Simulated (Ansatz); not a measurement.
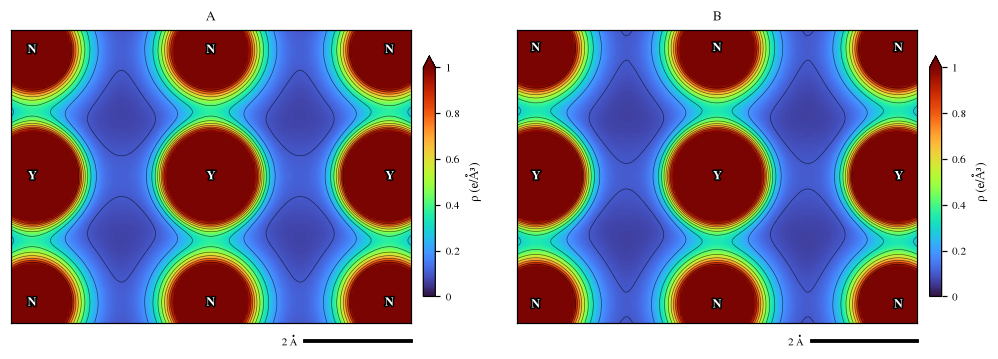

YN. The valence charge density (pseudo) of two cells that differ in size, on the (101̄) plane of each (indices in the axes of the calculation cell), at one length scale and on one colour scale: B has 14.5 Å³ an atom and A 13.9.

The calculation used Ansatz 0.2.0, DFT PBE, scalar-relativistic, plane waves, PAW.

The density is the valence pseudo-density of a PAW calculation; it isn't the true density close to the nuclei.

The larger cell:

```yaml
crystal:
  lattice:
    - [0.00000, 2.43850, 2.43850]
    - [2.43850, 0.00000, 2.43850]
    - [2.43850, 2.43850, 0.00000]
  atoms:
    - { symbol: Y, position: [0.00000, 0.00000, 0.00000] }
    - { symbol: N, position: [0.50000, 0.50000, 0.50000] }
```

The smaller cell: a = 3.398 Å, b = 3.398 Å, c = 3.398 Å, α = 60.00°, β = 60.00°, γ = 60.00°.

> What does the compression do to the bonding and the properties?

From the larger cell to the smaller, Y–N goes from 2.44 to 2.40 Å, and the density at its midpoint from 0.35 to 0.37 e/Å³; the pressure goes from 2.9 to 11 GPa.
